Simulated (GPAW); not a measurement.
**Optical response of FeCo (Wairauite)**

Aim: the dielectric function of FeCo (Wairauite), and the optical constants that follow from it.

Calculated with GPAW 26.7.0; DFT, PBE, plane-wave PAW (GPAW data sets), scalar-relativistic, RPA, optical limit.

### 1. The structure

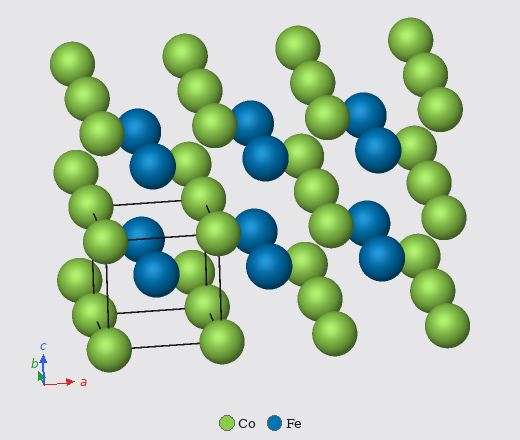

The starting structure, seen slightly off an axis (cobalt green, iron blue). 3×2×2 cells are drawn. Some periodic images of atoms are drawn too.

### 2. Ground state

The self-consistent density comes first; it also tells whether there is a gap, which decides the occupations and the need for a Drude term.

This step: DFT, PBE, plane-wave PAW (GPAW data sets), scalar-relativistic, ground state (GPAW 26.7.0).

Contents of gs.py:

```python
from ase import Atoms
from ase.dft.bandgap import bandgap
from gpaw import GPAW, PW, FermiDirac

atoms = Atoms(['Co', 'Fe'],
              cell=[[2.857000000000, 0.000000000000, 0.000000000000],
                    [0.000000000000, 2.857000000000, 0.000000000000],
                    [0.000000000000, 0.000000000000, 2.857000000000]],
              scaled_positions=[[0.000000000000, 0.000000000000, 0.000000000000],
                                [0.500000000000, 0.500000000000, 0.500000000000]],
              pbc=[True, True, True])
atoms.set_initial_magnetic_moments([2.0, 3.0])
atoms.calc = GPAW(mode=PW(400), xc='PBE', kpts={'size': (8, 8, 8), 'gamma': True},
                  occupations=FermiDirac(0.05), maxiter=150, txt='gs.txt')
print('energy (eV)', atoms.get_potential_energy())
print('Fermi level (eV)', atoms.calc.get_fermi_level())
print('valence electrons', atoms.calc.get_number_of_electrons())
print('gap (eV)', bandgap(atoms.calc, output=None)[0])
print('direct gap (eV)', bandgap(atoms.calc, direct=True, output=None)[0])
print('moments', atoms.get_magnetic_moments().round(3).tolist())
atoms.calc.write('gs.gpw')
```

The run is started by

```bash
> OMP_NUM_THREADS=1 python gs.py
```

Numbers of over 12 decimals in the logs are rounded to 6 here.

Log:

```text
__  _  _
 | _ |_)|_||  |
 |__||  | ||/\| - 26.7.0

Versions:
  Python: 3.12.14
  ASE:    3.29.0
  Numpy:  2.5.5
  Scipy:  1.18.1
  Libxc:  7.0.0

Input parameters:
  mode=PW(ecut=400.0),
  kpts=MonkhorstPack(size=(8, 8, 8), gamma=True),
  maxiter=150,
  occupations=Occupations(name='fermi-dirac', width=0.05, fixmagmom=False),
  xc=XC(name='PBE')

Diagonalizing LCAO Hamiltonian
Converting LCAO to pw mode
   .------.
  /|      |
 * |      |
 | | Fe   |
 | .------.
 |/      /
 Co-----*

Atoms  # Å, Bohr magnetons
|   | symbol |        x |        y |        z |    initial magnetic moments |
| 0 |     Co | 0.000000 | 0.000000 | 0.000000 | ( 0.0000,  0.0000,  2.0000) |
| 1 |     Fe | 1.428500 | 1.428500 | 1.428500 | ( 0.0000,  0.0000,  3.0000) |

Unit cell  # Å
| periodic |        x |        y |        z |  lengths |    angles |
|      yes | 2.857000 | 0.000000 | 0.000000 | 2.857000 | 90.000000 |
|      yes | 0.000000 | 2.857000 | 0.000000 | 2.857000 | 90.000000 |
|      yes | 0.000000 | 0.000000 | 2.857000 | 2.857000 | 90.000000 |

Number of symmetries: 48
Symmetry operations  # r_c * U_cc + t_c -> r_c
|    | kind |            matrix            |
|  0 |  E   |  1, 0, 0,  0, 1, 0,  0, 0, 1 |
|  1 |  σ   |  1, 0, 0,  0, 1, 0,  0, 0,-1 |
|  2 |  σ   |  1, 0, 0,  0, 0, 1,  0, 1, 0 |
|  3 |  C4  |  1, 0, 0,  0, 0, 1,  0,-1, 0 |
|  4 |  C4  |  1, 0, 0,  0, 0,-1,  0, 1, 0 |
|  5 |  σ   |  1, 0, 0,  0, 0,-1,  0,-1, 0 |
|  6 |  σ   |  1, 0, 0,  0,-1, 0,  0, 0, 1 |
|  7 |  C2  |  1, 0, 0,  0,-1, 0,  0, 0,-1 |
|  8 |  σ   |  0, 1, 0,  1, 0, 0,  0, 0, 1 |
|  9 |  C2  |  0, 1, 0,  1, 0, 0,  0, 0,-1 |
| 10 |  C3  |  0, 1, 0,  0, 0, 1,  1, 0, 0 |
| 11 |  S6  |  0, 1, 0,  0, 0, 1, -1, 0, 0 |
| 12 |  S6  |  0, 1, 0,  0, 0,-1,  1, 0, 0 |
| 13 |  C3  |  0, 1, 0,  0, 0,-1, -1, 0, 0 |
| 14 |  C4  |  0, 1, 0, -1, 0, 0,  0, 0, 1 |
| 15 |  S4  |  0, 1, 0, -1, 0, 0,  0, 0,-1 |
| 16 |  C3  |  0, 0, 1,  1, 0, 0,  0, 1, 0 |
| 17 |  S6  |  0, 0, 1,  1, 0, 0,  0,-1, 0 |
| 18 |  σ   |  0, 0, 1,  0, 1, 0,  1, 0, 0 |
| 19 |  C4  |  0, 0, 1,  0, 1, 0, -1, 0, 0 |
| 20 |  C2  |  0, 0, 1,  0,-1, 0,  1, 0, 0 |
| 21 |  S4  |  0, 0, 1,  0,-1, 0, -1, 0, 0 |
| 22 |  S6  |  0, 0, 1, -1, 0, 0,  0, 1, 0 |
| 23 |  C3  |  0, 0, 1, -1, 0, 0,  0,-1, 0 |
| 24 |  S6  |  0, 0,-1,  1, 0, 0,  0, 1, 0 |
| 25 |  C3  |  0, 0,-1,  1, 0, 0,  0,-1, 0 |
| 26 |  C4  |  0, 0,-1,  0, 1, 0,  1, 0, 0 |
| 27 |  σ   |  0, 0,-1,  0, 1, 0, -1, 0, 0 |
| 28 |  S4  |  0, 0,-1,  0,-1, 0,  1, 0, 0 |
| 29 |  C2  |  0, 0,-1,  0,-1, 0, -1, 0, 0 |
| 30 |  C3  |  0, 0,-1, -1, 0, 0,  0, 1, 0 |
| 31 |  S6  |  0, 0,-1, -1, 0, 0,  0,-1, 0 |
| 32 |  C4  |  0,-1, 0,  1, 0, 0,  0, 0, 1 |
| 33 |  S4  |  0,-1, 0,  1, 0, 0,  0, 0,-1 |
| 34 |  S6  |  0,-1, 0,  0, 0, 1,  1, 0, 0 |
| 35 |  C3  |  0,-1, 0,  0, 0, 1, -1, 0, 0 |
| 36 |  C3  |  0,-1, 0,  0, 0,-1,  1, 0, 0 |
| 37 |  S6  |  0,-1, 0,  0, 0,-1, -1, 0, 0 |
| 38 |  σ   |  0,-1, 0, -1, 0, 0,  0, 0, 1 |
| 39 |  C2  |  0,-1, 0, -1, 0, 0,  0, 0,-1 |
| 40 |  σ   | -1, 0, 0,  0, 1, 0,  0, 0, 1 |
| 41 |  C2  | -1, 0, 0,  0, 1, 0,  0, 0,-1 |
| 42 |  C2  | -1, 0, 0,  0, 0, 1,  0, 1, 0 |
| 43 |  S4  | -1, 0, 0,  0, 0, 1,  0,-1, 0 |
| 44 |  S4  | -1, 0, 0,  0, 0,-1,  0, 1, 0 |
| 45 |  C2  | -1, 0, 0,  0, 0,-1,  0,-1, 0 |
| 46 |  C2  | -1, 0, 0,  0,-1, 0,  0, 0, 1 |
| 47 |  i   | -1, 0, 0,  0,-1, 0,  0, 0,-1 |

BZ-sampling:
  Number of BZ points: 512
  Number of IBZ points: 35

  Monkhorst-Pack size: [8, 8, 8]
  Monkhorst-Pack shift: [0.0625, 0.0625, 0.0625]

K-points  # in reciprocal-cell coordinates
|     |                                coordinates |     weight |
|   0 | (  0.00000000,   0.00000000,   0.00000000) | 0.00195312 |
|   1 | (  0.12500000,   0.00000000,   0.00000000) | 0.01171875 |
|   2 | (  0.12500000,   0.12500000,   0.00000000) | 0.02343750 |
|   3 | (  0.12500000,   0.12500000,   0.12500000) | 0.01562500 |
|   4 | (  0.25000000,   0.00000000,   0.00000000) | 0.01171875 |
|   5 | (  0.25000000,   0.12500000,   0.00000000) | 0.04687500 |
|   6 | (  0.25000000,   0.12500000,   0.12500000) | 0.04687500 |
|   7 | (  0.25000000,   0.25000000,   0.00000000) | 0.02343750 |
|   8 | (  0.25000000,   0.25000000,   0.12500000) | 0.04687500 |
|   9 | (  0.25000000,   0.25000000,   0.25000000) | 0.01562500 |
| ... |                                            |            |
|  34 | (  0.50000000,   0.50000000,   0.50000000) | 0.00195312 |

Plane wave coefficients: 441
Cutoff: 400.0 eV

Spin-components: 2 (collinear spins)
Bands:           18
Projectors:      12
Spin-degeneracy: 1
Datatype:        complex128

Parallelization:
  kpt:    1
  domain: 1
  band:   1

Density:
  Valence electrons: 17.0
  Components: 2
  Grid points: [14 14 14]
  Charge: 0.0  # |e|

Potential:
  Grid points: [14 14 14]

species:
  Co:
    name:    Cobalt
    id:
    Z:       27.0
    valence: 9
    core:    18
    charge:  0.0  # [|e|]
    compensation charges:
      type: gauss
      rc: 0.32  # [Å]
      lmax: 2
    cutoffs:
      filter: 1.87  # [Å]
      core: 2.55  # [Å]
    projectors
    | kind |    occ | energy [eV] | rcut [Å] |
    |   4s |  2.000 |      -5.469 |    1.005 |
    |   4p |  0.000 |      -1.277 |    1.058 |
    |   3d |  7.000 |      -8.205 |    1.005 |
    |    s |        |      21.742 |    1.005 |
    |    p |        |      25.934 |    1.058 |
    |    d |        |      19.007 |    1.005 |

    Using partial waves for Co as LCAO basis

  Fe:
    name:    Iron
    id:
    Z:       26.0
    valence: 8
    core:    18
    charge:  0.0  # [|e|]
    compensation charges:
      type: gauss
      rc: 0.33  # [Å]
      lmax: 2
    cutoffs:
      filter: 2.06  # [Å]
      core: 2.67  # [Å]
    projectors
    | kind |    occ | energy [eV] | rcut [Å] |
    |   4s |  2.000 |      -5.291 |    1.164 |
    |   4p |  0.000 |      -1.326 |    1.058 |
    |   3d |  6.000 |      -7.505 |    1.058 |
    |    s |        |      21.920 |    1.164 |
    |    p |        |      25.885 |    1.058 |
    |    d |        |      19.706 |    1.058 |

    Using partial waves for Fe as LCAO basis

Reference energy: -72522.164506  # eV

eigensolver:
  PPCG
  Converge bands: occupied
  niter=2

density mixing:
  MSR1-Mixer
  Pratt-step length: 0.05
  Maximum mixing coefficient: 0.75
  Old densities: 10
  SVD Regularization: 0.005
  Good broyden scale: 1.0
  Trust region scale: 1.0
  Backstep threshold: 4.0
  History deletion threshold: 6.0
  Fourier metric: weight=20.0, sigma=0.015

occupation numbers:
  Fermi-Dirac:
    width: 0.0500  # eV

poisson solver:
  ecut: 3200.0  # eV

xc functional:
  name: PBE with 2 nearest neighbor stencil

convergence criteria:
- Maximum [total energy] change in last 3 cyles: 0.0005 eV / valence electron
- Maximum integral of absolute [dens]ity change: 0.0001 electrons / valence electron
- Maximum integral of absolute [eigenst]ate change: 4e-08 eV^2 / valence electron
maximum number of iterations: 150

SCF iterations
|iter     |      energy | eigst |  dens |  magmom |
|iter:   1||  -16.890949 | +0.32 |       |  +5.0083|
|iter:   2||  -16.848886 | -1.83 | -1.03 |  +4.9913|
|iter:   3||  -16.850232 | -3.20 | -1.14 |  +4.9579|
|iter:   4||  -16.895463 | -2.86 | -1.21 |  +4.8825|
|iter:   5||  -16.947278 | -3.52 | -1.33 |  +4.8144|
|iter:   6||  -17.016552 | -3.01 | -1.42 |  +4.6798|
|iter:   7||  -17.030387 | -3.06 | -1.69 |  +4.5765|
|iter:   8||  -17.031394 | -4.86 | -2.32 |  +4.5961|
|iter:   9||  -17.032021c| -4.45 | -2.49 |  +4.6227|
|iter:  10||  -17.032042c| -6.15 | -3.24 |  +4.6256|
|iter:  11||  -17.032047c| -6.98 | -3.65 |  +4.6270|
|iter:  12||  -17.032047c| -7.90c| -4.27c|  +4.6270|

Converged in 12 steps
SCF loop duration: 10.580 s (0.882 s/step)
Energy contributions relative to reference atoms: (reference = -72522.164506)

Energy contributions:
  Kinetic:          15.296223
  Coulomb:         -12.913621
  Zero:              0.696328
  External:          0.000000
  Xc:              -20.106370
  Entropy:          -0.009213
  Spinorbit:         0.000000
  ----------------------------
  Free energy:     -17.036653
  Extrapolated:    -17.032047

dipole moment: (-7.726784, -7.726784, -7.726784)  # |e|*Ang

Total magnetic moment: (0.000000, 0.000000, 4.626985)

Local magnetic moments
|        x |        y |        z |
| 0.000000 | 0.000000 | 1.844860 |  # Co   0
| 0.000000 | 0.000000 | 2.844283 |  # Fe   1

Fermi level: 10.213
Eigenvalues  # (at kpt = [0.000, 0.000, 0.000])
| band index |      eig [eV] | occ [0-1] |      eig [eV] | occ [0-1] |
|          0 |         1.139 |     1.000 |         1.302 |     1.000 |
|          1 |         4.845 |     1.000 |         6.785 |     1.000 |
|          2 |         4.845 |     1.000 |         6.785 |     1.000 |
|          3 |         7.140 |     1.000 |         9.107 |     1.000 |
|          4 |         7.140 |     1.000 |         9.107 |     1.000 |
|          5 |         7.140 |     1.000 |         9.107 |     1.000 |
|          6 |         8.192 |     1.000 |        11.073 |     0.000 |
|          7 |         8.192 |     1.000 |        11.073 |     0.000 |
|          8 |         9.296 |     1.000 |        11.762 |     0.000 |
|          9 |         9.296 |     1.000 |        11.762 |     0.000 |
|         10 |         9.296 |     1.000 |        11.762 |     0.000 |
|         11 |        19.104 |     0.000 |        19.377 |     0.000 |
|         12 |        19.104 |     0.000 |        19.377 |     0.000 |
|         13 |        19.104 |     0.000 |        19.377 |     0.000 |
|         14 |        24.679 |     0.000 |        25.773 |     0.000 |
|         15 |        24.679 |     0.000 |        25.773 |     0.000 |
|        ... |               |           |               |           |
|         17 |        35.432 |     0.000 |        37.509 |     0.000 |

No gap
No difference between direct/indirect transitions

--- standard output ---
energy (eV) -17.032047
Fermi level (eV) 10.212936
valence electrons 17.0
gap (eV) 0.0
direct gap (eV) 0.0
moments [1.845, 2.844]
```

Wall time 12 s (1 thread of Arm Neoverse V2, shared host); peak memory 0.13 GiB.

Read-outs, printed or worked out from the files:

* energy: -17.03 eV
* Fermi energy: 10.21 eV
* electrons: 17
* site moments: 1.845, 2.844 μB

There are states at the Fermi level within the smearing, so the occupations stay smeared and the carriers get a Drude term.

### 3. Bands for the response

The response needs many more empty bands than the density does.

This step: DFT, PBE, plane-wave PAW (GPAW data sets), scalar-relativistic, bands at fixed density (GPAW 26.7.0).

Contents of nscf.py:

```python
from ase.dft.bandgap import bandgap
from gpaw import GPAW, FermiDirac

calc = GPAW('gs.gpw').fixed_density(kpts={'size': (16, 16, 16), 'gamma': True}, nbands=30, convergence={'bands': 24},
                                    occupations=FermiDirac(0.05), txt='nscf.txt')
print('gap (eV)', bandgap(calc, output=None)[0])
print('direct gap (eV)', bandgap(calc, direct=True, output=None)[0])
print('top band over the Fermi level (eV)', min(calc.get_eigenvalues(kpt=k)[23] for k in range(len(calc.get_ibz_k_points()))) - calc.get_fermi_level())
calc.write('full.gpw', mode='all')
```

The run is started by

```bash
> OMP_NUM_THREADS=1 python nscf.py
```

Log:

```text
Diagonalizing LCAO Hamiltonian
Converting LCAO to pw mode
convergence criteria:
- Maximum integral of absolute [eigenst]ate change: 4e-08 eV^2 / valence electron
maximum number of iterations: 150

SCF iterations
|iter     |      energy | eigst |  dens |  magmom |
|iter:   1||             | +2.20 |       |  +4.6270|
|iter:   2||             | +1.17 |       |  +4.6270|
|iter:   3||             | +0.34 |       |  +4.6270|
|iter:   4||             | -1.46 |       |  +4.6270|
|iter:   5||             | -2.47 |       |  +4.6270|
|iter:   6||             | -3.45 |       |  +4.6270|
|iter:   7||             | -4.18 |       |  +4.6270|
|iter:   8||             | -4.54 |       |  +4.6270|
|iter:   9||             | -4.79 |       |  +4.6270|
|iter:  10||             | -4.98 |       |  +4.6270|
|iter:  11||             | -5.14 |       |  +4.6270|
|iter:  12||             | -5.31 |       |  +4.6270|
|iter:  13||             | -5.47 |       |  +4.6270|
|iter:  14||             | -5.63 |       |  +4.6270|
|iter:  15||             | -5.78 |       |  +4.6270|
|iter:  16||             | -5.92 |       |  +4.6270|
[...]
|iter:  20||             | -6.47 |       |  +4.6270|
|iter:  21||             | -6.61 |       |  +4.6270|
|iter:  22||             | -6.72 |       |  +4.6270|
|iter:  23||             | -6.85 |       |  +4.6270|
|iter:  24||             | -6.97 |       |  +4.6270|
|iter:  25||             | -7.10 |       |  +4.6270|
|iter:  26||             | -7.21 |       |  +4.6270|
|iter:  27||             | -7.32 |       |  +4.6270|
|iter:  28||             | -7.45c|       |  +4.6270|
SCF steps: 28
  __  _  _
 | _ |_)|_||  |
 |__||  | ||/\| - 26.7.0

Versions:
  Python: 3.12.14
  ASE:    3.29.0
  Numpy:  2.5.5
  Scipy:  1.18.1
  Libxc:  7.0.0

Input parameters:
  mode=PW(ecut=400.0),
  convergence={'bands': 24},
  gpts=array([14, 14, 14]),
  kpts=MonkhorstPack(size=(16, 16, 16), gamma=True),
  maxiter=150,
  nbands=30,
  occupations=Occupations(name='fermi-dirac', width=0.05, fixmagmom=False),
  parallel={},
  xc=XC(name='PBE')

--- standard output ---
gap (eV) 0.0
direct gap (eV) 0.0
top band over the Fermi level (eV) 25.323544
```

It took 2 min on 1 thread; peak memory 0.25 GiB.

(Continued in part 2 of 2.)

[Machine, clock and banner lines and Python warnings are left out of the logs.]

[Logs are printed without paths, hosts, clocks, repeated set-up lines and the standing remarks that a program may print on its own settings, such as how far it seeks lower states.]

[Hosts, paths, dates, database ids (printed as entryN), source tags and the programs' standing remarks are cut or masked in the printed files.]
